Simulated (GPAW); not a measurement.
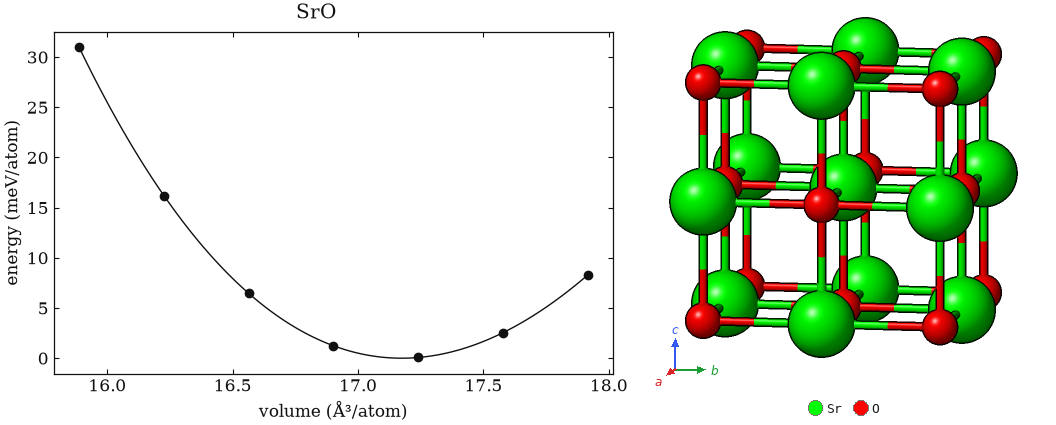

The figure shows the energy against volume for SrO, space group Fm-3m (No. 225). The conventional cell is drawn beside the plot.

Structure:
```
CELL_PARAMETERS angstrom
0.00000 2.56630 2.56630
2.56630 0.00000 2.56630
2.56630 2.56630 0.00000
ATOMIC_POSITIONS crystal
Sr 0.50000 0.50000 0.50000
O 0.00000 0.00000 0.00000
```

Computed with GPAW 26.7.0: PAW DFT in plane waves, on a grid or in atomic orbitals, no spin polarisation; energies at scaled volumes of the given cell, shape and fractions fixed, counted from the fit's minimum, third-order Birch-Murnaghan fit. Level: PBE with D3(BJ).

- k mesh: 7×7×7
- occupations: Fermi–Dirac
- smearing width: 0.05 eV
- potentials: GPAW PAW data sets (gpaw data 1.2.1)
- wave cutoff: 800 eV
- program settings: basis pw

From this curve and the settings, what does the calculation give for the pressure at the same points?

The pressure falls from 8.22 GPa at volume 15.89 Å³/atom to −3.51 GPa at 17.92 Å³/atom, and changes sign near 17.16 Å³/atom.

```json
{"volume (Å³/atom)": "15.89", "pressure (GPa)": "8.22"}
{"volume (Å³/atom)": "16.23", "pressure (GPa)": "5.69"}
{"volume (Å³/atom)": "16.56", "pressure (GPa)": "3.43"}
{"volume (Å³/atom)": "16.90", "pressure (GPa)": "1.41"}
{"volume (Å³/atom)": "17.24", "pressure (GPa)": "-0.41"}
{"volume (Å³/atom)": "17.58", "pressure (GPa)": "-2.04"}
{"volume (Å³/atom)": "17.92", "pressure (GPa)": "-3.51"}
```
